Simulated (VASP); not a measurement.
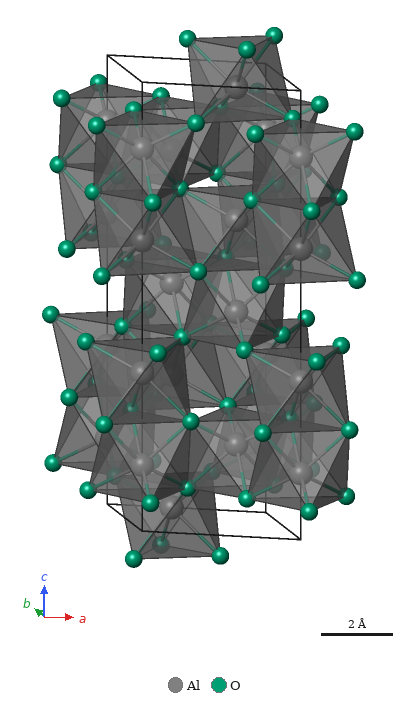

Figure 1. The structure as given in the input (polyhedral view of the cell 3 times as large as that of the calculation, set on its symmetry axes, seen slightly off an axis; polyhedra are completed across the faces of the cell).

## Al₂O₃: dielectric calculation (part 1 of 2)

System: Al₂O₃ (R-3c, 10 atoms in the cell).
Method: Kohn-Sham DFT of a periodic cell, LDA, VASP PAW LDA potentials, recommended, no spin polarisation (VASP 6.6.1).

The structure derives from an entry of the Crystallography Open Database. It belongs to a series of runs on one base structure; here: grid = ENCUT=350 k=7x7x7 EDIFF=1e-08 PREC=Accurate LREAL=False SIGMA=0.01.

**INCAR**
```
PREC     = Accurate       # precision mode
ENCUT    = 350            # plane-wave cutoff, eV
EDIFF    = 1E-8           # SCF threshold, eV
ISMEAR   = 0              # smearing method
SIGMA    = 0.01           # smearing width, eV
LREAL    = F              # projectors in reciprocal space
LASPH    = T              # aspherical terms in the spheres
NELM     = 100            # most SCF steps
ALGO     = Normal         # electronic algorithm
ISIF     = 2              # what is computed and relaxed
LWAVE    = F              # write WAVECAR
LCHARG   = F              # write CHGCAR
LEPSILON = T              # dielectric tensor by DFPT
```

**KPOINTS**
```
regular mesh
0
Gamma
  7 7 7
```

**POSCAR**
```
Al2O3
1.0
    2.3802500000      1.3742379782      4.3318666667
   -2.3802500000      1.3742379782      4.3318666667
    0.0000000000     -2.7484759565      4.3318666667
Al O
4 6
Direct
    0.8521600000      0.8521600000      0.8521600000
    0.6478400000      0.6478400000      0.6478400000
    0.1478400000      0.1478400000      0.1478400000
    0.3521600000      0.3521600000      0.3521600000
    0.0566800000      0.7500000000      0.4433200000
    0.7500000000      0.4433200000      0.0566800000
    0.4433200000      0.0566800000      0.7500000000
    0.9433200000      0.2500000000      0.5566800000
    0.2500000000      0.5566800000      0.9433200000
    0.5566800000      0.9433200000      0.2500000000
```

Launched with:
```bash
cat potpaw_LDA.64/Al/POTCAR potpaw_LDA.64/O/POTCAR > POTCAR
mpirun -np 1 vasp_std > vasp.out
```

**OSZICAR**
```
N       E                     dE             d eps       ncg     rms          rms(c)
DAV:   1     0.185382603530E+03    0.18538E+03   -0.20569E+04  2656   0.111E+03
DAV:   2    -0.812868485140E+02   -0.26667E+03   -0.25834E+03  3386   0.275E+02
DAV:   3    -0.910683259148E+02   -0.97815E+01   -0.97600E+01  3162   0.590E+01
DAV:   4    -0.911397268208E+02   -0.71401E-01   -0.71319E-01  3162   0.566E+00
DAV:   5    -0.911405845522E+02   -0.85773E-03   -0.85760E-03  3090   0.600E-01    0.166E+01
DAV:   6    -0.836764666458E+02    0.74641E+01   -0.30647E+01  3048   0.293E+01    0.637E+00
DAV:   7    -0.834985331249E+02    0.17793E+00   -0.62139E-01  3126   0.430E+00    0.327E+00
DAV:   8    -0.834041754577E+02    0.94358E-01   -0.54920E-02  3108   0.195E+00    0.663E-01
DAV:   9    -0.833992072828E+02    0.49682E-02   -0.78413E-03  3168   0.522E-01    0.267E-01
DAV:  10    -0.833992895169E+02   -0.82234E-04   -0.30659E-04  3108   0.123E-01    0.482E-02
[... 91 further cycles ...]
RMM:   1    -0.544980457791E+00   -0.54498E+00   -0.14512E+00  4528   0.316E+00
RMM:   2    -0.544969303727E+00    0.11154E-04   -0.11064E-02  4431   0.467E-01    0.118E+00
RMM:   3    -0.531858843824E+00    0.13110E-01   -0.83310E-03  4256   0.504E-01    0.684E-01
RMM:   4    -0.548539821217E+00   -0.16681E-01   -0.14629E-02  4462   0.645E-01    0.603E-02
RMM:   5    -0.550013447062E+00   -0.14736E-02   -0.21910E-04  4592   0.925E-02    0.766E-03
RMM:   6    -0.550087411333E+00   -0.73964E-04   -0.26836E-06  4720   0.888E-03    0.395E-03
RMM:   7    -0.550156924270E+00   -0.69513E-04   -0.47904E-07  4490   0.296E-03    0.513E-04
RMM:   8    -0.550169711779E+00   -0.12788E-04   -0.28777E-07  4726   0.866E-04    0.170E-04
RMM:   9    -0.550169501740E+00    0.21004E-06   -0.21358E-07  4033   0.437E-04    0.340E-05
RMM:  10    -0.550168925064E+00    0.57668E-06    0.25499E-07  2709   0.350E-04    0.847E-06
```

**Parts of OUTCAR**
```
PREC = Accurate
   ENCUT = 350
   EDIFF = 1E-8
   ISMEAR = 0
   LREAL = F
   LASPH = T
   NELM = 100
   ISIF = 2
   LEPSILON = T

 Found     44 irreducible k-points:

 Following reciprocal coordinates:
            Coordinates               Weight
  0.000000  0.000000  0.000000      1.000000
  0.142857  0.000000 -0.000000      6.000000
  0.285714  0.000000 -0.000000      6.000000
  0.428571 -0.000000 -0.000000      6.000000
  0.142857  0.142857 -0.000000      6.000000
  0.285714  0.142857  0.000000     12.000000
   k-points           NKPTS =     44   k-points in BZ     NKDIM =     44   number of bands    NBANDS=     30
   number of dos      NEDOS =    301   number of ions     NIONS =     10
   total plane-waves  NPLWV =  32768
   dimension x,y,z NGX =    32 NGY =   32 NGZ =   32
   dimension x,y,z NGXF=    64 NGYF=   64 NGZF=   64
   ions per type =               4   6
   NGX,Y,Z   is equivalent  to a cutoff of  10.37, 10.37, 10.37 a.u.
   NGXF,Y,Z  is equivalent  to a cutoff of  20.74, 20.74, 20.74 a.u.
 SYSTEM =  unknown system
   PREC   = accura    normal or accurate (medium, high low for compatibility)
   ISTART =      0    job   : 0-new  1-cont  2-samecut
   ICHARG =      2    charge: 1-file 2-atom 10-const
   ISPIN  =      1    spin polarized calculation?
   LNONCOLLINEAR =      F non collinear calculations
   LSORBIT =      F    spin-orbit coupling
   LASPH  =      T    aspherical Exc in radial PAW
   ENCUT  =  350.0 eV  25.72 Ry    5.07 a.u.   7.83  7.83  7.83*2*pi/ulx,y,z
   NELM   =    100;   NELMIN=  2; NELMDL= -5     # of ELM steps
   EDIFF  = 0.1E-07   stopping-criterion for ELM
   LREAL  =      F    real-space projection
   EDIFFG = 0.1E-06   stopping-criterion for IOM
   NSW    =      0    number of steps for IOM
   IBRION =     -1    ionic relax: 0-MD 1-quasi-New 2-CG
   NFREE  =      0    steps in history (QN), initial steepest desc. (CG)
   ISIF   =      2    stress and relaxation
   ISYM   =      2    0-nonsym 1-usesym 2-fastsym
   POTIM  = 0.5000    time-step for ionic-motion
   TEBEG  =    0.0;   TEEND  =   0.0 temperature during run
   PSTRESS=    0.0 pullay stress
   NELECT =      48.0000    total number of electrons
   NUPDOWN=      -1.0000    fix difference up-down
   EMIN   =  10.00;   EMAX   =-10.00  energy-range for DOS
   EFERMI =   0.00;   METHOD = LEGACY
   ISMEAR =     0;   SIGMA  =   0.01  broadening in eV -4-tet -1-fermi 0-gaus
   EFERMI_NEDOS =   21; number of points for ismear=-14 and -15
   IALGO  =     38    algorithm
   IMIX   =      4    mixing-type and parameters
     AMIX     =   0.40;   BMIX     =  1.00
     AMIX_MAG =   1.60;   BMIX_MAG =  1.00
  volume/ion in A,a.u.               =       8.50        57.37
  Fermi-wavevector in a.u.,A,eV,Ry     =   1.353064  2.556920 24.909299  1.830782
  Thomas-Fermi vector in A             =   2.480350
   LORBIT       =      0    0 simple, 1 ext, 2 COOP (PROOUT), +10 PAW based schemes
   GGA     = CA    functional components
   LHFCALC =     F    Hartree Fock is set to
   AEXX    =    0.0000 exact exchange contribution
   IVDW    =     0    specifies the selected vdW correction
   LEPSILON=     T    determine dielectric tensor
   LRPA    =     F    only Hartree local field effects (RPA)
 non-spin polarized calculation
 Gauss-broadening in eV      SIGMA  =   0.01
  energy-cutoff  :      350.00
  volume of cell :       85.02
 maximum number of plane-waves:      1291
   NGX = 15   NGY = 15   NGZ = 15

--------------------------------------- Ionic step        1  -------------------------------------------

 number of electron      47.9999981 magnetization

 E-fermi :   5.8703     XC(G=0): -12.1642     alpha+bet :-16.8241

 val. band max:        5.8237093654   @ k =   0.0000   0.0000   0.0000
 cond. band min:      11.9632720434   @ k =   0.0000   0.0000   0.0000
 fundamental gap:      6.1395626780
 Fermi energy:         5.8702598111

 k-point     1 :       0.0000    0.0000    0.0000
  band No.  band energies     occupation
      1     -13.2237      2.00000
      2     -10.8145      2.00000
      3     -10.5194      2.00000
      4     -10.5194      2.00000
      5     -10.1932      2.00000
      6     -10.1932      2.00000
      7      -1.1939      2.00000
      8      -0.1778      2.00000
      9       0.1793      2.00000
     10       0.1793      2.00000
     11       1.3291      2.00000
     12       1.3908      2.00000
     13       1.3908      2.00000
     14       2.3966      2.00000
     15       2.7882      2.00000
     16       4.3513      2.00000
     17       4.3513      2.00000
     18       4.4840      2.00000
     19       4.4840      2.00000
     20       5.3022      2.00000
     21       5.3022      2.00000
     22       5.7814      2.00000
     23       5.7814      2.00000
     24       5.8237      2.00000
     25      11.9633      0.00000
     26      14.7754      0.00000
     27      16.3508      0.00000
     28      17.1615      0.00000
     29      17.1615      0.00000
     30      17.3024      0.00000

 k-point     2 :       0.1429    0.0000   -0.0000
  band No.  band energies     occupation
      1     -13.1170      2.00000
      2     -10.8586      2.00000
      3     -10.5970      2.00000
      4     -10.5422      2.00000
      5     -10.2478      2.00000
      6     -10.2017      2.00000
      7      -1.0761      2.00000
      8      -0.4046      2.00000
      9       0.0390      2.00000
     10       0.6902      2.00000
     11       0.8043      2.00000
     12       1.3219      2.00000
     13       2.1479      2.00000
     14       2.8372      2.00000
     15       3.0186      2.00000
     16       3.9488      2.00000
     17       4.2962      2.00000
     18       4.3872      2.00000
     19       4.5706      2.00000
     20       5.0480      2.00000
     21       5.1403      2.00000
     22       5.5024      2.00000
     23       5.7427      2.00000
     24       5.7851      2.00000
     25      12.4375      0.00000
     26      15.1604      0.00000
     27      16.0056      0.00000
     28      16.9310      0.00000
     29      16.9545      0.00000
     30      17.1363      0.00000

 k-point     3 :       0.2857    0.0000   -0.0000
  band No.  band energies     occupation
      1     -12.8036      2.00000
      2     -11.1963      2.00000
      3     -10.5854      2.00000
      4     -10.5751      2.00000
      5     -10.3678      2.00000
      6     -10.2442      2.00000
      7      -0.8815      2.00000
      8      -0.2966      2.00000
      9      -0.2866      2.00000
     10       0.6358      2.00000
     11       1.2535      2.00000
     12       1.7189      2.00000
     13       2.9460      2.00000
     14       3.0718      2.00000
     15       3.5274      2.00000
     16       3.7389      2.00000
     17       3.8832      2.00000
     18       4.0815      2.00000
     19       4.4129      2.00000
     20       4.4143      2.00000
     21       5.0081      2.00000
     22       5.3120      2.00000
     23       5.6261      2.00000
     24       5.6776      2.00000
     25      13.4961      0.00000
     26      15.5643      0.00000
     27      15.9084      0.00000
     28      16.2836      0.00000
     29      16.4821      0.00000
     30      16.9620      0.00000

 k-point     4 :       0.4286   -0.0000   -0.0000
  band No.  band energies     occupation
      1     -12.3249      2.00000
      2     -11.7489      2.00000
      3     -10.5676      2.00000
      4     -10.4940      2.00000
      5     -10.4739      2.00000
      6     -10.3431      2.00000
      7      -0.7951      2.00000
      8      -0.6091      2.00000
      9       0.2758      2.00000
     10       0.6701      2.00000
     11       1.8791      2.00000
     12       2.1547      2.00000
     13       2.3020      2.00000
     14       2.8414      2.00000
     15       3.3770      2.00000
     16       3.7944      2.00000
     17       3.9592      2.00000
     18       4.3253      2.00000
     19       4.3326      2.00000
     20       4.4845      2.00000
     21       4.7964      2.00000
     22       5.0680      2.00000
     23       5.5348      2.00000
     24       5.5597      2.00000
     25      14.6469      0.00000
     26      15.2406      0.00000
     27      15.3620      0.00000
     28      15.6897      0.00000
     29      17.0870      0.00000
     30      17.4085      0.00000
```
